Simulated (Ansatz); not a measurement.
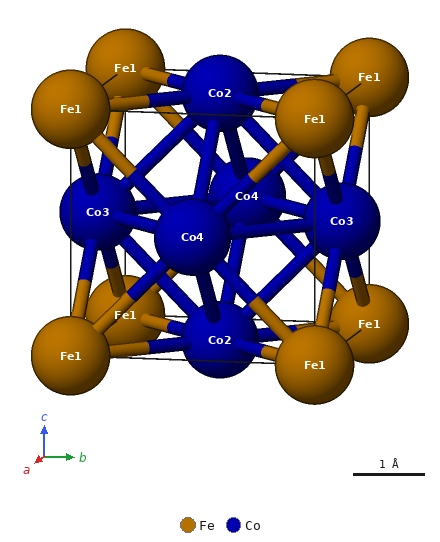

**Figure 1.** The structure as given in the input (ball-and-stick view of the cell of the calculation, seen slightly off an axis; atoms are numbered from 1 in the order of the input). An atom can appear more than once, as a periodic image.

## Two runs on FeCo3

System: FeCo3 (Pm-3m, 4 atoms in the cell).
Method of run A: DFT LDA, scalar-relativistic, plane waves, PAW, spin-polarised (Ansatz 0.2.0).

The structure derives from a Materials Project entry. Text and figures count atoms from 1; the logs count them from 0 in places.

### The input, run A
```yaml
crystal:
  lattice:
    - [3.53570262, 0.0, 0.0]
    - [0.0, 3.53570262, 0.0]
    - [0.0, 0.0, 3.53570262]
  atoms:
    - { symbol: Fe, position: [0.0, 0.0, 0.0], spin: 2.85 }
    - { symbol: Co, position: [0.5, 0.5, 0.0], spin: 1.83 }
    - { symbol: Co, position: [0.5, 0.0, 0.5], spin: 1.83 }
    - { symbol: Co, position: [0.0, 0.5, 0.5], spin: 1.83 }
basis:
  ecutwfc: 420
kpoints:
  mp_grid: { grid: [12, 12, 12] }
hamiltonian:
  xc: lda
scf:
  occupations: { method: gaussian, width: 0.1 }
output:
  forces: true
  stress: true
  eigenvalues: true
  populations: true
magnetization:
  spin_polarized: true
```

Command:
```bash
ansatz run input.yaml --threads 1 --pin off --max-ram 2560MiB --backend cpu --events-out ev --progress --plain --runs-dir out
```

Hardware: 1 thread of Intel Xeon @ 2.70GHz, 189 GiB of memory available, shared host.

### Output, shortened to warnings, some set-up lines, iterations and results (run A)
```
Basis set: ecut = 420 eV, 847 PW (Γ)
Symmetry: 48 space group operations
k-points: 84 of 1728
Initial density: superposition of atomic densities (chi_scale 0.1, normalization cell)
[...]
SCF iter   1: F=—  HF=-19607.465474 eV  |F-HF|=—  |Δ(HF+E_count)|=         —  Δρ=1.01e-1 (↑1.01e-1 ↓6.78e-2)  dr2=6.21e0  dr2_m=5.23e-1  M=6.552 μB ∫|m|=6.702 μB  β_m=0.30  …
SCF iter   2: F=—  HF=-19605.282862 eV  |F-HF|=—  |Δ(HF+E_count)|=    2.18e0  Δρ=4.20e-2 (↑1.43e-2 ↓4.20e-2)  dr2=3.72e-1  dr2_m=2.79e-1  M=7.519 μB ∫|m|=7.723 μB  β_m=0.32  …
SCF iter   3: F=—  HF=-19606.170066 eV  |F-HF|=—  |Δ(HF+E_count)|=   8.87e-1  Δρ=2.14e-2 (↑2.14e-2 ↓1.96e-2)  dr2=3.42e-2  dr2_m=1.51e-1  M=7.530 μB ∫|m|=7.777 μB  β_m=0.55  …
SCF iter   4: F=—  HF=-19607.368781 eV  |F-HF|=—  |Δ(HF+E_count)|=    1.20e0  Δρ=1.90e-2 (↑1.90e-2 ↓8.50e-3)  dr2=1.09e-1  dr2_m=4.10e-2  M=7.349 μB ∫|m|=7.653 μB  β_m=0.77  …
SCF iter   5: F=—  HF=-19607.897837 eV  |F-HF|=—  |Δ(HF+E_count)|=   5.29e-1  Δρ=1.21e-2 (↑1.21e-2 ↓4.97e-3)  dr2=2.10e-2  dr2_m=2.69e-2  M=7.207 μB ∫|m|=7.554 μB  β_m=0.81  …
SCF iter   6: F=—  HF=-19607.925679 eV  |F-HF|=—  |Δ(HF+E_count)|=   2.78e-2  Δρ=8.53e-3 (↑8.53e-3 ↓2.67e-3)  dr2=2.09e-2  dr2_m=8.81e-3  M=7.184 μB ∫|m|=7.541 μB  β_m=0.74  …
SCF iter   7: F=—  HF=-19607.925859 eV  |F-HF|=—  |Δ(HF+E_count)|=   1.80e-4  Δρ=3.82e-3 (↑3.82e-3 ↓8.57e-4)  dr2=4.44e-3  dr2_m=1.74e-3  M=7.184 μB ∫|m|=7.544 μB  β_m=0.87  …
SCF iter   8: F=—  HF=-19607.925798 eV  |F-HF|=—  |Δ(HF+E_count)|=   6.18e-5  Δρ=7.49e-4 (↑7.49e-4 ↓6.49e-4)  dr2=3.77e-4  dr2_m=5.64e-5  M=7.179 μB ∫|m|=7.542 μB  β_m=0.91  …
SCF iter   9: F=—  HF=-19607.925850 eV  |F-HF|=—  |Δ(HF+E_count)|=   5.23e-5  Δρ=4.23e-4 (↑1.21e-4 ↓4.23e-4)  dr2=9.45e-5  dr2_m=1.10e-5  M=7.176 μB ∫|m|=7.539 μB  β_m=0.96  …
SCF iter  10: F=—  HF=-19607.925868 eV  |F-HF|=—  |Δ(HF+E_count)|=   1.78e-5  Δρ=6.58e-5 (↑4.84e-5 ↓6.58e-5)  dr2=3.95e-6  dr2_m=1.21e-7  M=7.177 μB ∫|m|=7.541 μB  β_m=0.90  …
SCF iter  11: F=—  HF=-19607.925868 eV  |F-HF|=—  |Δ(HF+E_count)|=   1.27e-7  Δρ=4.66e-5 (↑4.66e-5 ↓4.57e-5)  dr2=2.18e-6  dr2_m=1.26e-8  M=7.177 μB ∫|m|=7.540 μB  β_m=0.77  …
SCF iter  12: F=—  HF=-19607.925868 eV  |F-HF|=—  |Δ(HF+E_count)|=   7.14e-8  Δρ=9.62e-6 (↑3.41e-6 ↓9.62e-6)  dr2=5.36e-8  dr2_m=8.50e-9  M=7.177 μB ∫|m|=7.540 μB  β_m=0.88  …
SCF iter  13: F=-19607.925868 eV  HF=-19607.925868 eV  |F-HF|=3.98e-9  |Δ(HF+E_count)|=   2.11e-8  Δρ=2.69e-6 (↑1.74e-6 ↓2.69e-6)  dr2=5.74e-9  dr2_m=3.65e-10  M=7.177 μB …
SCF 1 converged in 13 iterations: F = -19607.925868 eV  dr2 = 5.74e-9
SCF converged after 13 iterations
Magnetization: 7.1773 μB (37.0887 up, 29.9113 down)
Absolute magnetization: 7.5415 μB (∫|ρ↑−ρ↓|, with the PAW one-centre terms)
Spin contamination: 0.0903 ħ² per cell (⟨S²⟩ above its minimum at these occupations)
Per-site moments (μB) at R_I (Å): [(2.516478222835793, 1.0312992107801802), (1.6027971046857405, 1.0312992107801802), (1.6027971046857403, 1.0312992107801802), (1.6027971046857399, 1.0312992107801802)]
Free energy (F): -19607.925868 eV
Harris-Foulkes:  -19607.925868 eV  (|F-HF|=3.98e-9)
Internal energy: -19607.904543 eV  (E = F + TS)
E sigma→0 (E₀):  -19607.915205 eV
Entropy (-TS):   -0.021325 eV (-5.331 meV/atom)
Fermi energy:    18.079956 eV
--- Per-component energies (eV) ---
  E_band       = -963.104082
  E_kinetic    = 1711.338599
  E_local      = -10632.264555  (includes V_loc(G=0)·N_el)
  E_nonlocal   = 1601.397612
  E_hartree    = 4443.122242
  E_xc         = -589.296230
  E_vxc        = -764.552040  (∫ρ·V_xc dr)
  E_paw        = -5662.812218  (= ΣΔE_a)
  E_vpaw       = -1765.278332  (= ΣTr[D̂ρ^β])
  E_aug_tail   = 0.000894  (compensation charges beyond the density's cutoff)
  E_ewald      = -10481.047173
  E_core_change = 1.656287  (= ΣΔE_core)
  E_smearing   = -0.021325  (= −TS)
  E_closure    = 0.000000  (closes the sum)
  Σ components = -19607.925868   (vs F -19607.925868, Δ=0.00e0)
--- Forces (eV/Å), atoms counted from 1 ---
  atom   1  Fe    -0.00000000    -0.00000000     0.00000000
  atom   2  Co     0.00000000    -0.00000000     0.00000000
  atom   3  Co     0.00000000    -0.00000000     0.00000000
  atom   4  Co     0.00000000     0.00000000    -0.00000000
  max |Σ_I F_I| component: 5.04e-28 eV/Å
--- Stress (GPa, compression-positive) ---
      -16.951376       0.000000       0.000000
       -0.000000     -16.951376       0.000000
        0.000000       0.000000     -16.951376
  P = ⅓ Tr σ = -16.9514 GPa (-169.514 kbar)
--- Löwdin populations: 4 sites ---
  site symbol       q [e]    m [muB]
     0     Fe     15.7976     2.5731
     1     Co     16.7758     1.6028
     2     Co     16.7758     1.6028
     3     Co     16.7758     1.6028
  spilling = 0.013060 (of n_electrons = 67.000000)
```

The input of run B differs as follows (lines with − go, lines with + come):
```diff
-  ecutwfc: 420
+  ecutwfc: 500
-  xc: lda
+  xc: r2scan
```

How does run B compare with run A?

The total energies belong to different methods, so their difference says nothing on which is more stable or more accurate. The net moment of the cell goes from 7.18 to 8.17 μB. The pressure goes from −16.95 to 0.24 GPa. The functional changes from LDA to r2SCAN. The SCF takes 21 iterations against 13. The plane waves at Γ go from 847 to 1141. On the same kind of shared host run B took about 3.2 times as long.

### Output, shortened to warnings, some set-up lines, iterations and results (run B)
```
Basis set: ecut = 500 eV, 1141 PW (Γ), exchange–correlation on 108×108×108 points (64 copies of the dense FFT grid, shifted against one another)
Symmetry: 48 space group operations
k-points: 84 of 1728
Initial density: superposition of atomic densities (chi_scale 0.1, normalization cell)
[...]
SCF iter   1: F=—  HF=-19878.591486 eV  |F-HF|=—  |Δ(HF+E_count)|=         —  Δρ=1.06e-1 (↑1.41e-2 ↓1.06e-1)  dr2=3.65e0  dr2_τ=3.09e-2  dr2_m=9.62e-1  M=8.199 μB ∫|m|=8.553 …
SCF iter   2: F=—  HF=-19877.958353 eV  |F-HF|=—  |Δ(HF+E_count)|=   6.33e-1  Δρ=3.06e-2 (↑1.06e-2 ↓3.06e-2)  dr2=3.07e-1  dr2_τ=2.89e-2  dr2_m=1.14e-1  M=8.212 μB ∫|m|=8.971 …
SCF iter   3: F=—  HF=-19879.049000 eV  |F-HF|=—  |Δ(HF+E_count)|=    1.09e0  Δρ=1.08e-2 (↑9.56e-3 ↓1.08e-2)  dr2=5.44e-2  dr2_τ=1.96e-3  dr2_m=1.95e-3  M=8.195 μB ∫|m|=9.167 …
SCF iter   4: F=—  HF=-19879.796657 eV  |F-HF|=—  |Δ(HF+E_count)|=         —  Δρ=3.17e-2 (↑1.12e-2 ↓3.17e-2)  dr2=1.84e-1  dr2_τ=2.24e-3  dr2_m=1.36e-1  M=8.602 μB ∫|m|=9.600 …
SCF iter   5: F=—  HF=-19880.630466 eV  |F-HF|=—  |Δ(HF+E_count)|=   8.34e-1  Δρ=4.64e-2 (↑2.46e-2 ↓4.64e-2)  dr2=1.14e0  dr2_τ=3.41e-3  dr2_m=8.19e-2  M=8.248 μB ∫|m|=9.325 …
[... 12 lines ...]
SCF iter  18: F=—  HF=-19880.619232 eV  |F-HF|=—  |Δ(HF+E_count)|=   1.53e-6  Δρ=5.52e-6 (↑5.52e-6 ↓5.24e-6)  dr2=9.22e-9  dr2_τ=9.37e-10  dr2_m=2.90e-9  M=8.166 μB …
SCF iter  19: F=—  HF=-19880.619232 eV  |F-HF|=—  |Δ(HF+E_count)|=   1.84e-7  Δρ=7.44e-6 (↑3.33e-6 ↓7.44e-6)  dr2=2.35e-8  dr2_τ=2.96e-10  dr2_m=4.07e-9  M=8.166 μB …
SCF iter  20: F=—  HF=-19880.619232 eV  |F-HF|=—  |Δ(HF+E_count)|=   2.20e-7  Δρ=3.03e-6 (↑1.81e-6 ↓3.03e-6)  dr2=6.54e-9  dr2_τ=6.41e-11  dr2_m=4.87e-10  M=8.166 μB …
SCF iter  21: F=-19880.619232 eV  HF=-19880.619232 eV  |F-HF|=1.29e-8  |Δ(HF+E_count)|=   1.50e-8  Δρ=4.88e-6 (↑1.69e-6 ↓4.88e-6)  dr2=1.78e-8  dr2_τ=8.58e-11  dr2_m=1.17e-9  …
SCF 1 converged in 21 iterations: F = -19880.619232 eV  dr2 = 1.78e-8
this state was not tested for a lower state beside it, because the mixer in use, unlike msr1, does not test its closes by its own steps (another_mixer; see scf.mixing.algorithm and scf.lower_state_search)
SCF converged after 21 iterations
Magnetization: 8.1663 μB (37.5832 up, 29.4168 down)
Absolute magnetization: 9.2106 μB (∫|ρ↑−ρ↓|, with the PAW one-centre terms)
Spin contamination: 0.2780 ħ² per cell (⟨S²⟩ above its minimum at these occupations)
Per-site moments (μB) at R_I (Å): [(2.9188568472470426, 1.0312992107801802), (1.9001188320310098, 1.0312992107801802), (1.9001188320310112, 1.0312992107801802), (1.9001188320310094, 1.0312992107801802)]
Free energy (F): -19880.619232 eV
Harris-Foulkes:  -19880.619232 eV  (|F-HF|=1.29e-8)
Internal energy: -19880.607802 eV  (E = F + TS)
E sigma→0 (E₀):  -19880.613517 eV
Entropy (-TS):   -0.011431 eV (-2.858 meV/atom)
Fermi energy:    18.737182 eV
--- Per-component energies (eV) ---
  E_band       = -1048.187391
  E_kinetic    = 1710.400629
  E_local      = -10623.719909  (includes V_loc(G=0)·N_el)
  E_nonlocal   = 1593.376855
  E_hartree    = 4459.200755
  E_xc         = -585.833111
  E_vxc        = -857.483373  (∫ρ·V_xc dr)
  E_paw        = -5951.811131  (= ΣΔE_a)
  E_vpaw       = -1845.421826  (= ΣTr[D̂ρ^β])
  E_aug_tail   = 0.000377  (compensation charges beyond the density's cutoff)
  E_vtau       = 56.255493  (kinetic-family band-sum trace: ∫τ·v_τ [+ j·A + Jᵃ·Aᵃ] dr)
  E_ewald      = -10481.047173
  E_core_change = -1.175094  (= ΣΔE_core)
  E_smearing   = -0.011431  (= −TS)
  E_closure    = -0.000000  (closes the sum)
  Σ components = -19880.619232   (vs F -19880.619232, Δ=0.00e0)
--- Forces (eV/Å), atoms counted from 1 ---
  atom   1  Fe    -0.00000000    -0.00000000    -0.00000000
  atom   2  Co     0.00000000     0.00000000     0.00000000
  atom   3  Co     0.00000000    -0.00000000    -0.00000000
  atom   4  Co     0.00000000    -0.00000000    -0.00000000
  max |Σ_I F_I| component: 4.74e-28 eV/Å
--- Stress (GPa, compression-positive) ---
        0.244680      -0.000000       0.000000
       -0.000000       0.244680      -0.000000
        0.000000       0.000000       0.244680
  P = ⅓ Tr σ = 0.2447 GPa (2.447 kbar)
--- Löwdin populations: 4 sites ---
  site symbol       q [e]    m [muB]
     0     Fe     15.7338     2.9363
     1     Co     16.7580     1.8842
     2     Co     16.7580     1.8842
     3     Co     16.7580     1.8842
  spilling = 0.014810 (of n_electrons = 67.000000)
```

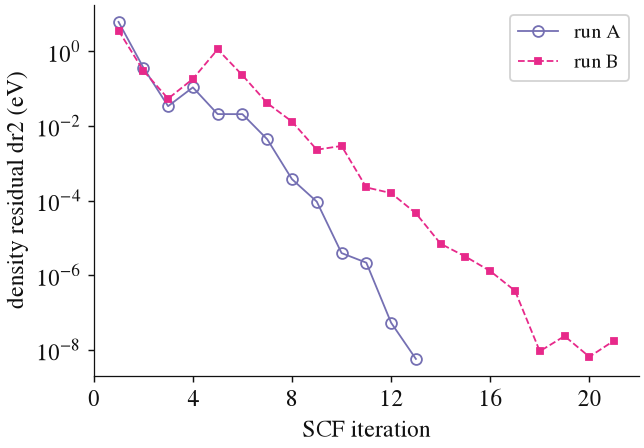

**Figure 2.** Convergence of the two runs: density residual dr2 against the SCF iteration. Run A takes 13 iterations in all, and run B takes 21.

### The two runs side by side

```csv
quantity,run A,run B
outcome,converged,converged
free energy per atom (eV),−4901.9815,−4970.1548
"energy per atom, smearing taken to zero (eV)",−4901.9788,−4970.1534
gap on the mesh (eV),0.00,0.00
net moment of the cell (μB),7.18,8.17
absolute moment of the cell (μB),7.54,9.21
pressure (GPa),−16.95,0.24
largest force (eV/Å),0.000,0.000
SCF iterations,13,21
irreducible k-points,84,84
plane waves at Γ,847,1141
wall time (shared host),29 s,94 s
```

For run A: The cell is under a tension of 17.0 GPa at this level, so it is not at its equilibrium volume. For run B: The electronic state found may not be the lowest one. Warnings: the state was not tested for a lower one.
